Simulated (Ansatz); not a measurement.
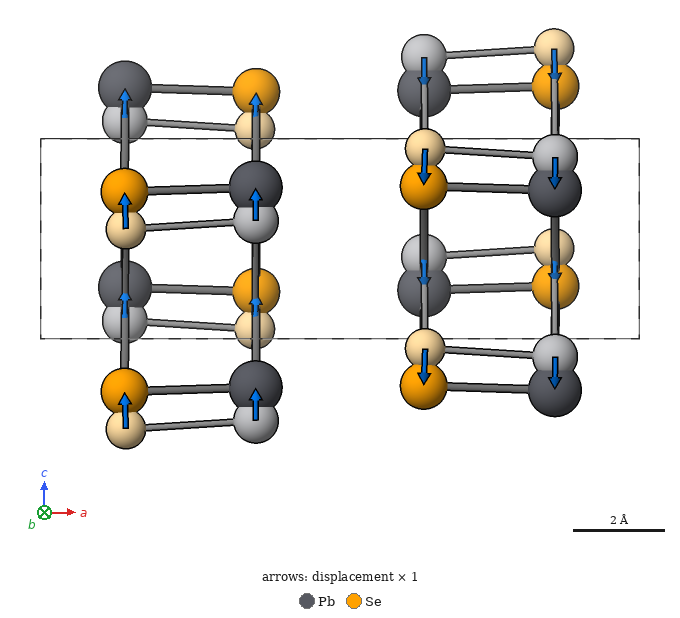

This is a relaxation of solid PbSe (set up in Pnma). The starting structure is drawn faded, the final one solid; blue arrows show the displacements, at their true length.

Style: ball-and-stick. Shown: the cell of the calculation, along the b axis.

These are results of DFT, r2SCAN, plane-wave PAW, default files, scalar-relativistic (Ansatz), not measurements.

Input file:
```yaml
crystal:
  lattice:
    - [13.219818, 0.0, 0.0]
    - [0.0, 4.456451, 0.0]
    - [0.0, 0.0, 4.415184]
  atoms:
    - { symbol: Pb, position: [0.859581, 0.75, 0.910286] }
    - { symbol: Pb, position: [0.359581, 0.75, 0.589714] }
    - { symbol: Pb, position: [0.140419, 0.25, 0.089714] }
    - { symbol: Pb, position: [0.640419, 0.25, 0.410286] }
    - { symbol: Se, position: [0.642306, 0.75, 0.951754] }
    - { symbol: Se, position: [0.142306, 0.75, 0.548246] }
    - { symbol: Se, position: [0.357694, 0.25, 0.048246] }
    - { symbol: Se, position: [0.857694, 0.25, 0.451754] }
kpoints:
  mp_grid: { grid: [3, 8, 8] }
scf:
  occupations: { method: fermi_dirac, width: 0.01 }
hamiltonian:
  xc: r2scan
  pseudopotentials: { kind: paw }
output:
  forces: true
  stress: true
  populations: true
  efg: { contact_densities: true }
relax:
  f_tol: 0.02
  max_steps: 60
```

Run as
```bash
ansatz run input.yaml --threads 1 --pin off --max-ram 3072MiB --backend cpu --events-out ev --progress --plain --runs-dir out
```

> What happened in the run?

Over 8 accepted moves (10 points after the start) the energy falls by 0.145 eV per cell of the calculation. Largest force component: 0.19 eV/Å at the start, 0.00094 eV/Å at the end. The line search rejected the trial steps at points 7, 9 of the run. The forces were under the threshold at step 6, but the run went on from there. The largest moves, 0.83 Å, are those of Se5, Se6, Se7 and Se8. Se8 goes along −c. By element the largest moves are Se 0.83 Å, Pb 0.74 Å. The lattice vectors keep their values. Near-neighbour distances that change, for instance: Pb1–Se8 3.268 → 3.204 Å, Pb1–Se8 (another image) 3.011 → 3.070 Å, Pb1–Se5 2.878 → 2.898 Å. Among the angles between lasting bonds that change: Pb2–Se7–Pb2 95.5° → 93.1°, Se7–Pb2–Se7 95.5° → 93.1°, Se7–Pb2–Se7 175.2° → 177.5°. The space group stays Pnma (No. 62).
